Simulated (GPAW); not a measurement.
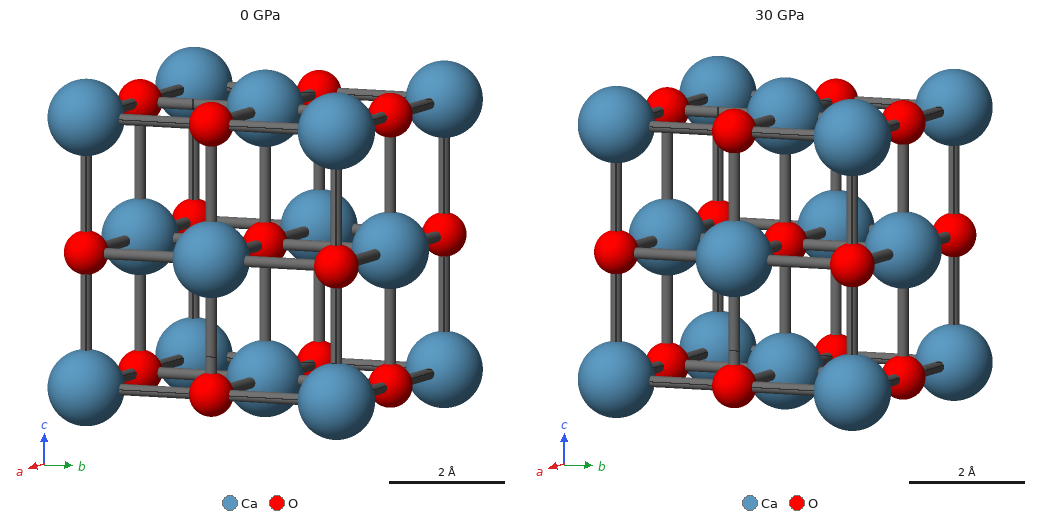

CaO, rock salt (NaCl type), space group Fm-3m (No. 225), relaxed (cell and atoms) under a series of hydrostatic pressures; the conventional cell is drawn at the lowest and the highest, to one scale (sticks follow a distance rule). The start was a structure listed in the Materials Project.

Alike in all runs: GPAW 26.7.0; functional PBEsol; potentials PAW data sets generated in the run's folder for this functional; cutoff 800 eV; k mesh 10 × 10 × 10 on the run's cell of 2 atoms; occupations fermi-dirac, width 0.05 eV; no spin polarisation; no spin-orbit coupling.

| pressure (GPa) | volume (Å³/atom) | a (Å) | gap (eV) |
| --- | --- | --- | --- |
| 0.0 | 13.623 | 4.777 | 3.58 |
| 2.1 | 13.385 | 4.749 | 3.58 |
| 5.0 | 13.098 | 4.714 | 3.56 |
| 9.9 | ? | ? | ? |
| 20.0 | 11.963 | 4.574 | 3.48 |
| 30.0 | 11.424 | 4.504 | 3.43 |

What equation of state do the given rows imply, and what volume does it predict for the missing row?

The fit gives V0 = 13.63 Å³/atom, B0 = 115 GPa and B0′ = 4.4, which puts the volume at 9.9 GPa at 12.66 Å³/atom. The run gave volume 12.665 Å³/atom; a 4.662 Å; gap 3.54 eV.

How does the gap move over the whole range?

It narrows from 3.58 to 3.43 eV.

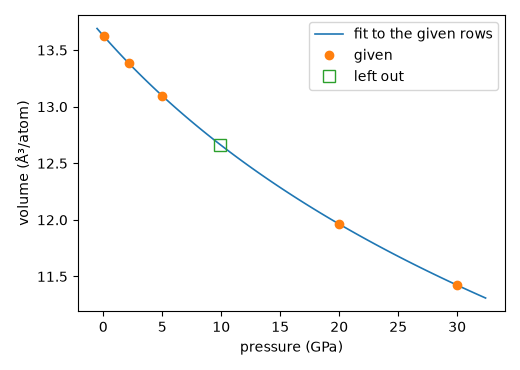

Volume against pressure, with the fit. The structure was kept in its own symmetry, so a change to another phase within this range wouldn't be seen. Gaps are the least found on the k-mesh, which can miss the band edges.

Caveat: later steps reuse the first step's grids.
